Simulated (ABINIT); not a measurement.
**Phonon calculation, with input and output: SiC (part 3 of 3)**

The same run, continued: SiC (F-43m, 2 atoms in the cell); Kohn-Sham DFT of a periodic cell, PBEsol, PseudoDojo NC SR PBEsol v0.4.1 standard, no spin polarisation (ABINIT 10.8.3); cutoff 1115.67 eV, 6×6×6 k-mesh, fixed occupations. The structure derives from an entry of the Crystallography Open Database.

Geometry of the input (Å; fractional positions):
```
0.0000  2.1788  2.1788
2.1788  0.0000  2.1788
2.1788  2.1788  0.0000
Si 0.0000  0.0000  0.0000
C  0.7500  0.7500  0.7500
```

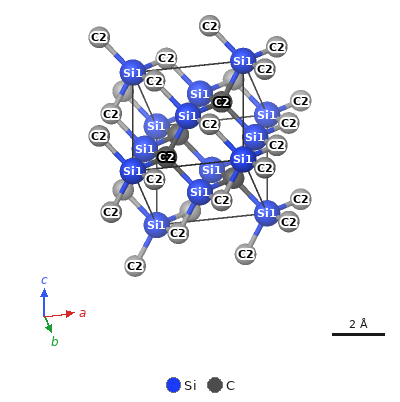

Fig. 1: The structure (ball-and-stick view of the cell 4 times as large as that of the calculation, set on its symmetry axes, seen at an oblique angle; neighbours outside the cell are drawn fainter; atoms are numbered from 1 in the order of the input).

The program's output, continued
```
 Effective charge tensors after
 imposition of the charge neutrality (if requested by user),
 and eventual restriction to some part :
   atom    displacement
         1         1    2.703934E+00    2.559455E-16   -7.499418E-17
         1         2    2.004344E-16    2.703934E+00    6.026815E-17
         1         3   -2.004344E-16   -2.559455E-16    2.703934E+00
         2         1   -2.703934E+00   -2.559455E-16    7.499418E-17
         2         2   -2.004344E-16   -2.703934E+00   -6.026815E-17
         2         3    2.004344E-16    2.559455E-16   -2.703934E+00
 Now, the imaginary part of the dynamical matrix is zeroed

  Dynamical matrix, in cartesian coordinates,
   if specified in the inputs, asr has been imposed
     j1       j2             matrix element
  dir pert dir pert     real part    imaginary part

   1    1   1    1         0.1980050874         0.0000000000
   1    1   1    2        -0.1980050874         0.0000000000

   2    1   2    1         0.1980050874         0.0000000000
   2    1   2    2        -0.1980050874         0.0000000000

   3    1   3    1         0.1980050874         0.0000000000
   3    1   3    2        -0.1980050874         0.0000000000

   1    2   1    1        -0.1980050836         0.0000000000
   1    2   1    2         0.1980050836         0.0000000000

   2    2   2    1        -0.1980050836         0.0000000000
   2    2   2    2         0.1980050836         0.0000000000

   3    2   3    1        -0.1980050836         0.0000000000
   3    2   3    2         0.1980050836         0.0000000000

  Dielectric tensor, in cartesian coordinates,
     j1       j2             matrix element
  dir pert dir pert     real part    imaginary part

   1    4   1    4         7.0258693036        -0.0000000000

   2    4   2    4         7.0258693036        -0.0000000000

   3    4   3    4         7.0258693036        -0.0000000000

  Effective charges, in cartesian coordinates,
  (from electric field response)
   if specified in the inputs, charge neutrality has been imposed
     j1       j2             matrix element
  dir pert dir pert     real part    imaginary part

   1    1   1    4         2.7039335085         0.0000000000
   1    2   1    4        -2.7039335085         0.0000000000

   2    1   2    4         2.7039335085         0.0000000000
   2    2   2    4        -2.7039335085         0.0000000000

   3    1   3    4         2.7039335085         0.0000000000
   3    2   3    4        -2.7039335085         0.0000000000

  Effective charges, in cartesian coordinates,
  (from phonon response)
   if specified in the inputs, charge neutrality has been imposed
     j1       j2             matrix element
  dir pert dir pert     real part    imaginary part

   1    4   1    1         2.7039335222         0.0000000000

   2    4   2    1         2.7039335222         0.0000000000

   3    4   3    1         2.7039335222         0.0000000000

   1    4   1    2        -2.7039335222         0.0000000000

   2    4   2    2        -2.7039335222         0.0000000000

   3    4   3    2        -2.7039335222         0.0000000000

  Phonon wavevector (reduced coordinates) :  0.00000  0.00000  0.00000
 Phonon energies in Hartree :
   0.000000E+00  0.000000E+00  0.000000E+00  3.593194E-03  3.593194E-03
   3.593194E-03
 Phonon frequencies in cm-1    :
   0.000000E+00  0.000000E+00  0.000000E+00  7.886150E+02  7.886150E+02
   7.886150E+02

  Phonon at Gamma, with non-analyticity in the
  direction (cartesian coordinates)  1.00000  0.00000  0.00000
 Phonon energies in Hartree :
   0.000000E+00  0.000000E+00  0.000000E+00  3.593194E-03  3.593194E-03
   4.361107E-03
 Phonon frequencies in cm-1    :
   0.000000E+00  0.000000E+00  0.000000E+00  7.886150E+02  7.886150E+02
   9.571524E+02

  Phonon at Gamma, with non-analyticity in the
  direction (cartesian coordinates)  0.00000  1.00000  0.00000
 Phonon energies in Hartree :
   0.000000E+00  0.000000E+00  0.000000E+00  3.593194E-03  3.593194E-03
   4.361107E-03
 Phonon frequencies in cm-1    :
   0.000000E+00  0.000000E+00  0.000000E+00  7.886150E+02  7.886150E+02
   9.571524E+02

  Phonon at Gamma, with non-analyticity in the
  direction (cartesian coordinates)  0.00000  0.00000  1.00000
 Phonon energies in Hartree :
   0.000000E+00  0.000000E+00  0.000000E+00  3.593194E-03  3.593194E-03
   4.361107E-03
 Phonon frequencies in cm-1    :
   0.000000E+00  0.000000E+00  0.000000E+00  7.886150E+02  7.886150E+02
   9.571524E+02

== END DATASET(S) ==============================================================
================================================================================

 -outvars: echo values of variables after computation  --------
            acell      1.0000000000E+00  1.0000000000E+00  1.0000000000E+00 Bohr
           etotal1    -1.0256100761E+01
           etotal2    -1.3788899156E+01
           etotal3    -1.1691631481E+02
            fcart1    -0.0000000000E+00 -0.0000000000E+00 -0.0000000000E+00
                      -0.0000000000E+00 -0.0000000000E+00 -0.0000000000E+00
            fcart3     0.0000000000E+00  0.0000000000E+00  0.0000000000E+00
                       0.0000000000E+00  0.0000000000E+00  0.0000000000E+00
            rprim      0.0000000000E+00  4.1173167421E+00  4.1173167421E+00
                       4.1173167421E+00  0.0000000000E+00  4.1173167421E+00
                       4.1173167421E+00  4.1173167421E+00  0.0000000000E+00
           strten1     1.8847281875E-07  1.8847281874E-07  1.8847281874E-07
                       0.0000000000E+00  0.0000000000E+00  0.0000000000E+00
           strten3     0.0000000000E+00  0.0000000000E+00  0.0000000000E+00
                       0.0000000000E+00  0.0000000000E+00  0.0000000000E+00
           xangst      0.0000000000E+00  0.0000000000E+00  0.0000000000E+00
                       3.2681852828E+00  3.2681852828E+00  3.2681852828E+00
             xred      0.0000000000E+00  0.0000000000E+00  0.0000000000E+00
                       7.5000000000E-01  7.5000000000E-01  7.5000000000E-01
 Calculation completed.
```

Key numbers

- outcome: converged
- space group (tolerance 0.01 Å): F-43m (216)
- electrons treated: 8
- free energy: −279.0827 eV
- Fermi energy: 6.965 eV
- pressure: −0.01 GPa
- largest force (length of the vector): under 0.001 eV/Å
- ε∞ (xx, yy, zz): 7.03, 7.03, 7.03
- Born charges (mean of the diagonal): Si1 (2.70 e); C2 (−2.70 e)
- hardware: 1 thread of Intel Xeon @ 2.70GHz, 189 GiB of memory available, shared host
- wall time: 11 min
- peak memory: 0.24 GiB
